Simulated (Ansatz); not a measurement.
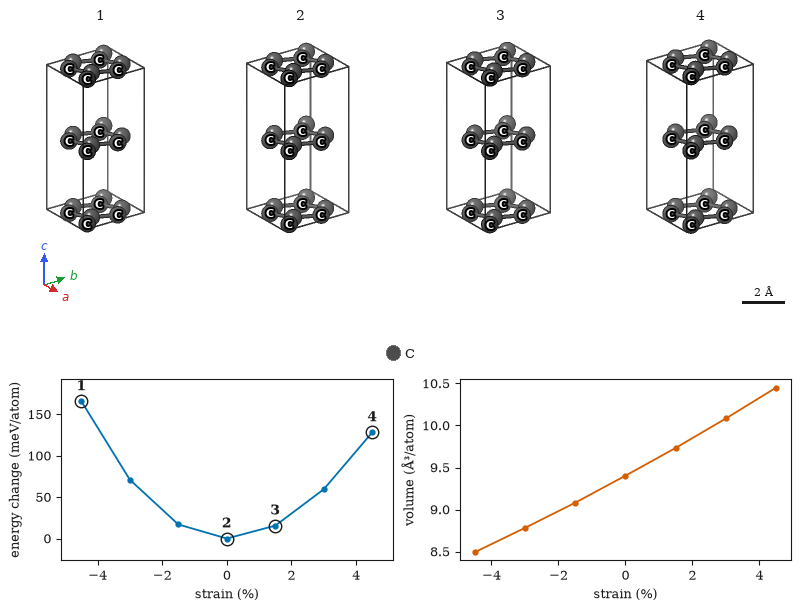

Members of a series of calculations on a crystal of C (set up in P6/mmm), marked on the first curve. The picture is a ball-and-stick view of the cell of the calculation, repeated to show the pattern, seen slightly off an axis.

All numbers below come from DFT PBE+D3(BJ), scalar-relativistic, plane waves, PAW (Ansatz 0.2.0). Set-up: plane-wave cutoff 420 eV; k-point mesh 21 × 21 × 12; occupations gaussian; smearing width 0.1 eV; no spin polarisation.

Describe the series.

Answer. Biaxial strain in the a–b plane, c and atoms relaxed. 1 (strain −4.5 %): energy change 166 meV/atom, volume 8.49 Å³ per atom. 2 (strain 0.0 %): energy change 0.0 meV/atom, volume 9.40 Å³ per atom. 3 (strain 1.5 %): energy change 15.5 meV/atom, volume 9.73 Å³ per atom. 4 (strain 4.5 %): energy change 128 meV/atom, volume 10.45 Å³ per atom. The rest compares 1 with 4. The volume changes by +23.1 %, with a = b 4.708 → 5.151 Å (+9.4 %), c 7.079 → 7.276 Å (+2.8 %). Among the bonded contacts that change: C–C 1.359 → 1.487 Å.
